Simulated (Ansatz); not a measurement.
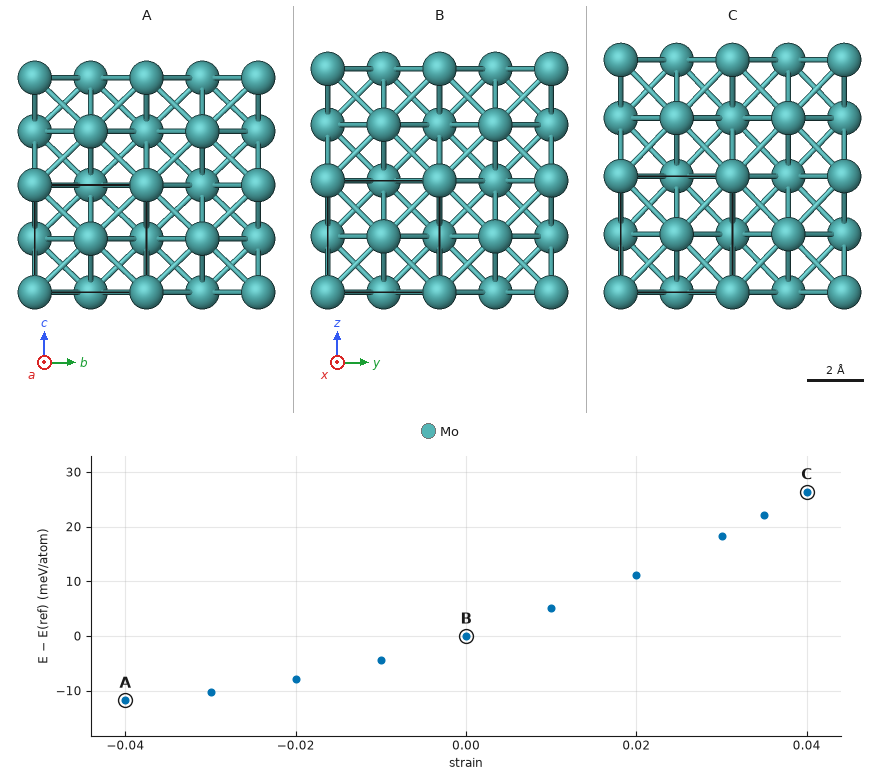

Energy scan for a crystal of Mo (Fm-3m), in which the cell is strained along z alone, with the atoms kept at their fractional coordinates. x, y and z are the Cartesian axes of the input. The lettered frames are marked on the plot. A ball-and-stick model of the conventional cell (4 times the calculation's cell), repeated 1 × 2 × 2 with one cell outlined, seen along the a axis. Lengths and directions refer to the drawn axes.

Computed with Ansatz 0.2.0, DFT PBE, scalar-relativistic, plane waves, PAW. (plane-wave cutoff 420 eV; k-point mesh 20 × 20 × 20; occupations gaussian; smearing width 0.15 eV; no spin polarisation). Energies (free energies at the smearing named) are counted from the cell as listed in its source, which wasn't relaxed.

Describe the profile.

Of the computed points the lowest is at the strain −0.04, −11.7 meV/atom. The energy is still falling at the end of the range, so the minimum along this coordinate lies there or beyond. The unrelaxed reference is under a pressure of −4.7 GPa, which tilts the curve. The distortion takes the space group from Fm-3m to I4/mmm. At the strain −0.04 the cell of the drawing goes c 4.030 → 3.869 Å.

The computed points:

```tsv
strain	E − E(ref) (meV/atom)
−0.040	−11.7
−0.030	−10.3
−0.020	−7.8
−0.010	−4.3
0.000	0.0
0.010	5.2
0.020	11.2
0.030	18.3
0.035	22.2
0.040	26.4
```
